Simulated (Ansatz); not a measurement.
## Electronic structure of Ge (slab) in real space

Input

```
crystal:
  lattice:
    - [4.0736913405, 0.0, 0.0]
    - [0.0, 4.0736913405, 0.0]
    - [0.0, 0.0, 23.6416043141]
  atoms:
    - { symbol: Ge, position: [0.0, 0.0, 0.3172373541] }
    - { symbol: Ge, position: [0.5, 0.0, 0.3781582361] }
    - { symbol: Ge, position: [0.5, 0.5, 0.439079118] }
    - { symbol: Ge, position: [0.0, 0.5, 0.5] }
    - { symbol: Ge, position: [0.0, 0.0, 0.560920882] }
    - { symbol: Ge, position: [0.5, 0.0, 0.6218417639] }
    - { symbol: Ge, position: [0.5, 0.5, 0.6827626459] }
basis:
  ecutwfc: 420
kpoints:
  mp_grid: { grid: [9, 9, 1] }
hamiltonian:
  xc: pbe
scf:
  occupations: { method: gaussian, width: 0.1 }
output:
  forces: true
  stress: true
  eigenvalues: true
  write_density: true
  write_potential: true
  elf: true
  volumetric_format: npy
efield:
  axis: 3
  dipole_correction: true
  ramp_width: 0.04
```

Run with:

```sh
ansatz run input.yaml --threads 1 --pin off --max-ram 2560MiB --backend cpu --events-out ev --progress --plain --runs-dir out
```

Level of theory: DFT PBE, scalar-relativistic, plane waves, PAW in Ansatz.

The density is the valence pseudo-density of a PAW calculation; it isn't the true density close to the nuclei.

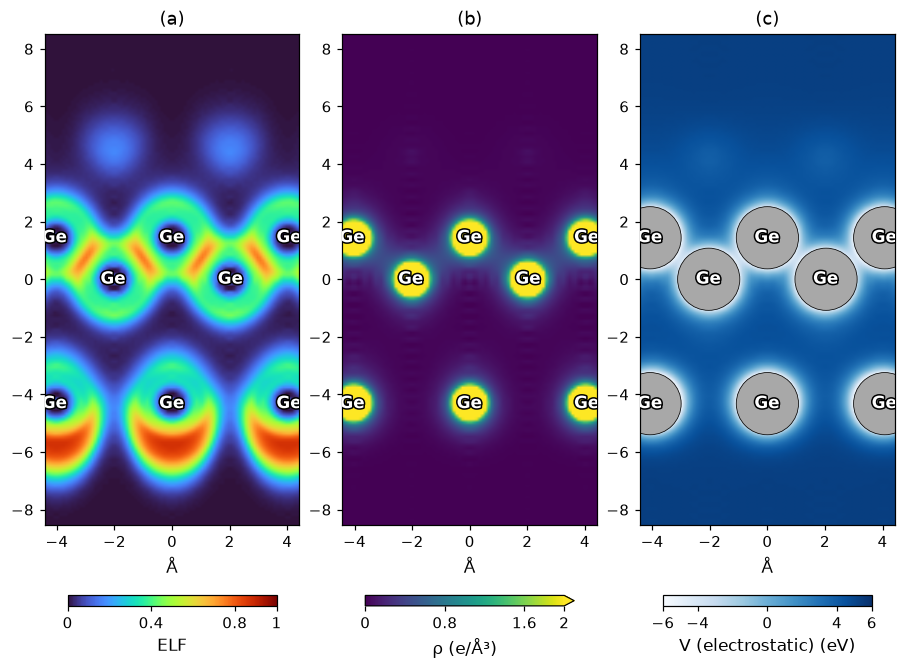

Figure 1. (a) ELF; (b) valence electron density; (c) electrostatic potential energy of an electron on the (100) plane of the calculation cell, a cut from vacuum to vacuum. Grey discs cover the atomic cores in the potential map.

Q: Interpret the plot.

A: The section cuts through Ge sites.
Ge–Ge (2.49 Å): ρ is about 0.46 e/Å³ halfway; the ELF peaks at about 0.75 between the atoms.
The density dies away to nearly zero in the vacuum.
The ELF also peaks beside Ge, away from the bonds: lone-pair regions.
Outside the cores the potential energy rises away from the atoms and is highest in the vacuum; its zero is arbitrary.

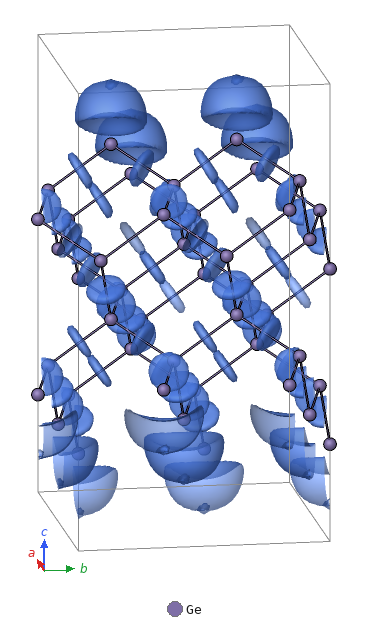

Figure 2. Isosurface of the electron localisation function at 0.65 (blue), seen at an oblique angle. Only the valence region is drawn (cores and ρ < 0.01 e/Å³ removed). Sticks mark near contacts.

Q: Describe the localisation domains.

A: The ELF exceeds this value in twelve regions between bonded Ge–Ge atoms and two lobes on Ge, pointing away from the bonds (lone pairs), counted in one cell of 7 atoms. Counts are for one cell; the picture repeats the cell along the surface.

Q: Does the calculation give a band gap?

A: It is metallic or semimetallic at this level of theory: no gap opens.
